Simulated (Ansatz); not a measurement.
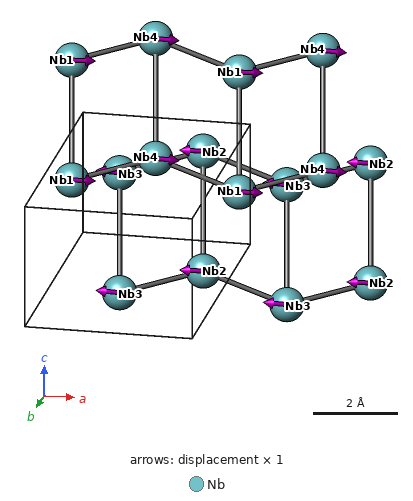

This is a relaxation of a crystal of Nb (built on the N_62 type) (coarse preliminary run). The starting structure is drawn; purple arrows show the displacements (the part carried along by the change of the cell is left out), at their true length.

A ball-and-stick model of the cell of the calculation, repeated 2 × 1 × 2 with one cell outlined, seen from a free direction.

Case: N type (Pnma, No. 62).

Method: Ansatz, DFT PBE, scalar-relativistic, plane waves, PAW. Settings: plane-wave cutoff 420 eV; k-point mesh 4 × 4 × 6; occupations gaussian; smearing width 0.1 eV; no spin polarisation; cell and atoms relaxed; force threshold 0.04 eV/Å; at most 70 steps.

Q: What did the optimiser do to the structure, and how much energy did it gain?

A: The largest moves relative to the cell, 0.60 Å, are those of Nb1, Nb2, Nb3 and Nb4. Nb2 goes along −a. The volume changes by −13.5 %, with a 4.095 → 5.347 Å (+30.6 %), b 6.788 → 4.885 Å (−28.0 %), c 3.053 → 2.811 Å (−7.9 %). Among the contacts that change: Nb1–Nb3 4.169 → 3.088 Å, Nb1–Nb4 2.165 → 2.743 Å, Nb1–Nb2 3.496 → 2.929 Å, Nb1–Nb4 (another image) 3.116 → 3.461 Å. Among the angles between lasting bonds that change: Nb4–Nb1–Nb4 142.1° → 154.2°, Nb1–Nb1–Nb4 71.0° → 77.1°, Nb1–Nb1–Nb4 109.0° → 102.9°. The space group stays Pnma (No. 62). Over 13 accepted moves (16 points after the start) the energy falls by 1815 meV per atom. The largest force component goes from 3.2 to 0.0018 eV/Å. Pressure: 17.88 GPa at the start and 0.09 GPa at the end. The line search rejected the trial step at point 13 of the run. At 2 points the geometry stayed and the basis and grid were re-selected for the new cell (energy shift of 13.0 meV per atom at most each time). The run took roughly 90 core-seconds on a shared host.

Limits of the set-up: the k-point mesh is coarse for a cell with partly filled bands.
